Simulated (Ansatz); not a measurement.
Single-point calculation, with input and output: TiAl

TiAl (2 atoms in the cell), computed with DFT PBEsol, scalar-relativistic, plane waves, PAW, no spin polarisation (Ansatz 0.2.0).

The structure derives from an entry of the Crystallography Open Database. Figures and captions count atoms from 1; the log counts them from 0 in places.

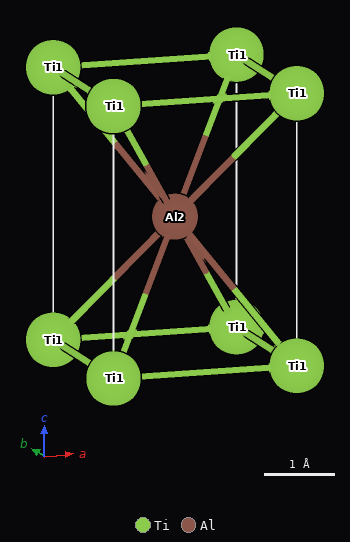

The input geometry (ball-and-stick view of the cell of the calculation, seen at an oblique angle; atoms are numbered from 1 in the order of the input). An atom can appear more than once, as a periodic image.

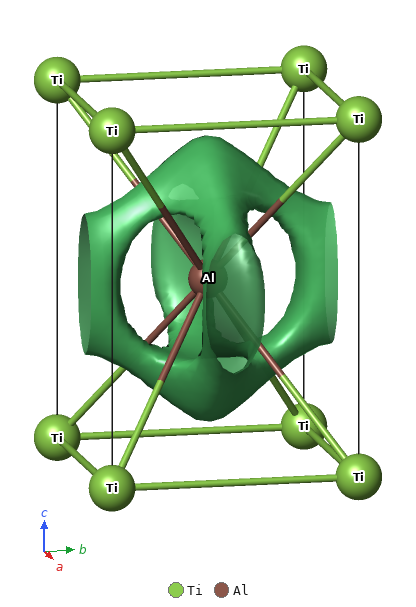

Isosurface of the electron localisation function at 0.65 (green), seen slightly off an axis. Only the valence region is drawn (cores and ρ < 0.01 e/Å³ removed). Sticks mark near contacts. The outline is the cell set on symmetry axes. The ELF exceeds this value in sheets that run through the cell in two directions, counted in one cell of 2 atoms. Profiles from the grid: Al–Al (2.80 Å): the ELF peaks at about 0.70 between the atoms. Ti–Ti (2.80 Å): the ELF is about 0.30 at the midpoint; no shared electron pair. Core electrons are frozen (PAW), so the fields are smoothed inside the atomic spheres.

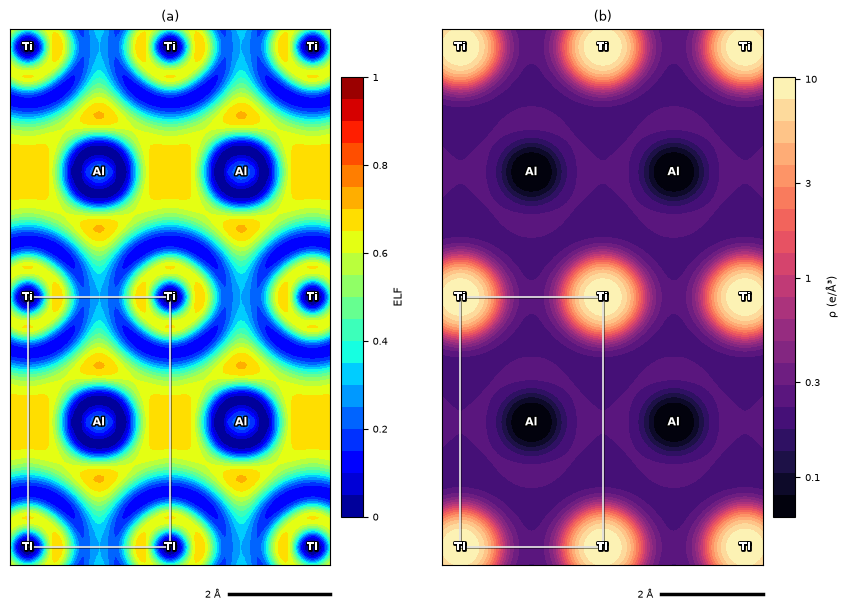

(a) ELF; (b) valence pseudo-density on the (101) plane of the conventional cell. Atoms in the plane: Ti and Al. Al–Al (2.80 Å): ρ is about 0.23 e/Å³ halfway; the ELF peaks at about 0.70 between the atoms. Ti–Ti (2.80 Å): the density is about 0.23 e/Å³ at the midpoint; the ELF is about 0.30 at the midpoint (no shared electron pair). Ti–Al (2.83 Å): the density is about 0.21 e/Å³ at the midpoint; the ELF is about 0.35 at the midpoint, as expected for metallic bonding. Away from the nuclei the density in this plane falls to 0.19 e/Å³ at its lowest. The strong features right at Ti lie inside the PAW spheres (semicore, d or f shells) and say nothing about bonding.

The input that produced these results follows, with the program's output.

Input:
```yaml
crystal:
  lattice:
    - [2.7951585984, 0.0, 0.0]
    - [0.0, 2.7951585984, 0.0]
    - [0.0, 0.0, 4.038740475]
  atoms:
    - { symbol: Ti, position: [0.0, 0.0, 0.0] }
    - { symbol: Al, position: [0.5, 0.5, 0.5] }
basis:
  ecutwfc: 420
kpoints:
  mp_grid: { grid: [22, 22, 16] }
hamiltonian:
  xc: pbesol
scf:
  occupations: { method: gaussian, width: 0.15 }
output:
  forces: true
  stress: true
  eigenvalues: true
  write_density: true
  write_potential: true
  elf: true
  volumetric_format: npy
```

Launched with:
```bash
ansatz run input.yaml --threads 2 --pin off --max-ram 5120MiB --backend cpu --events-out ev --progress --plain --runs-dir out
```

Log:
```
Engine: ansatz 0.2.0, x86_64-unknown-linux-gnu
Pseudopotentials: kind: paw
Pseudopotential: Ti, paw, valence charge 12, recommended cutoff 420 eV (normal), Ti.paw.azcp
Pseudopotential: Al, paw, valence charge 3, recommended cutoff 420 eV (normal), Al.paw.azcp
Functional definition: PBEsol
  exchange = pbesol_x
  correlation = pbesol_c
Crystal: 2 atoms, lattice volume = 31.554 Å³
Basis set: ecut = 420 eV, 617 PW (Γ), exchange–correlation on 40×40×54 points (8 copies of the dense FFT grid, shifted against one another)
Bands: 12, of which v1, the nominal top of the filled ones, is band 8 counted from 1 (7 counted from 0)
Symmetry: 16 space group operations
Space group: P4/mmm (ITA 123), of the structure as read, at distance tolerance 3.2e-5 Å
k-points: 702 of 7744
Non-local potential: Ti, projectors of the file, l = 0: 3, l = 1: 2, l = 2: 3, l = 3: 1
Non-local potential: Al, projectors of the file, l = 0: 2, l = 1: 2, l = 2: 1
PAW form: soft (Blöchl's): semilocal exchange-correlation on the pseudo side does not see the compensation charge
PAW frozen core: Ti, regenerated for the run's functional, and the local potential with it (the file was generated under x = pbe(κ = 0.804, μ = 0.2195149727645171), c = pbe(β = 0.06672455060314922))
PAW frozen core: Al, regenerated for the run's functional, and the local potential with it (the file was generated under x = pbe(κ = 0.804, μ = 0.2195149727645171), c = pbe(β = 0.06672455060314922))
PAW one-centre angular grid: Ti, 590 points (default); XC on 64 Gauss nodes
PAW one-centre angular grid: Al, 110 points (default); XC on 64 Gauss nodes
Initial density: superposition of atomic densities (neutral atoms: chi_scale 0, normalization atom), corrected by the library's trained network
Initial wavefunctions: pseudopotential atomic-orbital guess
Functional: x = pbesol(κ = 0.804, μ = 0.12345679012345678), c = pbesol(β = 0.046)
SCF iter   1: F=—  HF=-2999.277445 eV  |F-HF|=—  |Δ(HF+E_count)|=         —  Δρ=4.46e-3  dr2=4.88e-3  ethr=1.77e-3  ⟨swp⟩=4.9  Hψ=41930  notcnv=0
preconditioner: auto → none  [metal: Δε(μ)=0.004 eV  Ē_g=5.422 eV  σ=0.150 eV  W_gap=0.01  n_scr=6 (ndim 8)  ℏωp=17.5 eV  f_vac=0.000  D(μ)=1.81/eV (n_scr^D=20)  sad-step TF]
SCF iter   2: F=—  HF=-2999.276202 eV  |F-HF|=—  |Δ(HF+E_count)|=   1.24e-3  Δρ=2.22e-3  dr2=2.07e-3  ethr=3.25e-5  ⟨swp⟩=1.4  Hψ=14941  notcnv=0
SCF iter   3: F=—  HF=-2999.275738 eV  |F-HF|=—  |Δ(HF+E_count)|=   4.64e-4  Δρ=3.83e-4  dr2=4.72e-5  ethr=1.38e-5  ⟨swp⟩=2.2  Hψ=11240  notcnv=0
SCF iter   4: F=—  HF=-2999.275762 eV  |F-HF|=—  |Δ(HF+E_count)|=   2.48e-5  Δρ=1.19e-4  dr2=4.38e-6  ethr=3.15e-7  ⟨swp⟩=2.1  Hψ=11100  notcnv=0
SCF iter   5: F=—  HF=-2999.275762 eV  |F-HF|=—  |Δ(HF+E_count)|=   3.63e-7  Δρ=2.91e-5  dr2=2.13e-7  ethr=2.92e-8  ⟨swp⟩=1.2  Hψ=8666  notcnv=0
SCF iter   6: F=-2999.275762 eV  HF=-2999.275762 eV  |F-HF|=2.03e-10  |Δ(HF+E_count)|=  2.83e-10  Δρ=3.64e-6  dr2=2.02e-9  ethr=6.67e-10  ⟨swp⟩=6.7  Hψ=36685  notcnv=0
SCF 1 converged in 6 iterations: F = -2999.275762 eV  dr2 = 2.02e-9
  greatest PAW one-centre occupation: 0.999 electrons in one spin orbital (limit 2), on the Ti atom at site 0 (counted from 0), in its partial waves of l = 0
SCF converged after 6 iterations
Free energy (F): -2999.275762 eV
Harris-Foulkes:  -2999.275762 eV  (|F-HF|=2.03e-10)
Internal energy: -2999.255105 eV  (E = F + TS)
E sigma→0 (E₀):  -2999.265434 eV
Entropy (-TS):   -0.020657 eV (-10.328 meV/atom)
Fermi energy:    11.250345 eV
--- Per-component energies (eV) ---
  E_band       = -159.203315
  E_kinetic    = 297.401904
  E_local      = -1064.900240  (includes V_loc(G=0)·N_el)
  E_nonlocal   = 20.572647
  E_hartree    = 457.264098
  E_xc         = -136.991846
  E_vxc        = -151.819814  (∫ρ·V_xc dr)
  E_paw        = -1477.929875  (= ΣΔE_a)
  E_vpaw       = -174.985181  (= ΣTr[D̂ρ^β])
  E_aug_tail   = 0.000116  (compensation charges beyond the density's cutoff)
  E_ewald      = -1094.830433
  E_core_change = 0.158523  (= ΣΔE_core)
  E_smearing   = -0.020657  (= −TS)
  E_closure    = 0.000000  (closes the sum)
  Σ components = -2999.275762   (vs F -2999.275762, Δ=0.00e0)
--- Forces (eV/Å), atoms counted from 1 ---
  atom   1  Ti     0.00000000     0.00000000     0.00000000
  atom   2  Al     0.00000000    -0.00000000     0.00000000
  max |Σ_I F_I| component: 9.86e-32 eV/Å
--- Stress (GPa, compression-positive) ---
        0.026179       0.000000       0.000000
        0.000000       0.026179       0.000000
        0.000000       0.000000      -0.018048
  P = ⅓ Tr σ = 0.0114 GPa (0.114 kbar)
--- Band table (eV; the first three rows and the last of 702) ---
  k-point 0: bands = ["-45.0549", "-21.5619", "-21.0997", "-21.0997", "2.0959", "9.3055", "10.3699", "10.9020", "13.4901", "13.4901", "14.6597", "17.6109"]
  k-point 1: bands = ["-45.0549", "-21.5627", "-21.0997", "-21.0997", "2.1328", "9.1339", "10.3762", "10.9902", "13.4747", "13.4747", "14.6603", "17.7301"]
  k-point 2: bands = ["-45.0548", "-21.5649", "-21.0997", "-21.0997", "2.2424", "8.7118", "10.3943", "11.1772", "13.4316", "13.4316", "14.6618", "18.0672"]
  k-point 701: bands = ["-44.9231", "-21.5531", "-21.5531", "-21.4480", "8.6275", "8.9326", "8.9326", "13.1945", "13.4471", "13.9496", "15.5272", "15.5272"]
```

Results in brief:

| quantity | value |
| --- | --- |
| outcome | converged |
| space group (tolerance 0.01 Å) | P4/mmm (123) |
| electrons treated | 15 |
| free energy | −2999.2758 eV |
| Fermi energy | 11.250 eV |
| gap on the k-point mesh | none (metallic) |
| pressure | 0.01 GPa |
| largest force (length of the vector) | under 0.001 eV/Å |
| hardware | 2 threads of Intel Xeon @ 2.50GHz (Skylake/Cascade Lake), 192 GiB of memory available, shared host |
| wall time | 11 s (CPU time 20 s) |
| peak memory | 0.58 GiB |
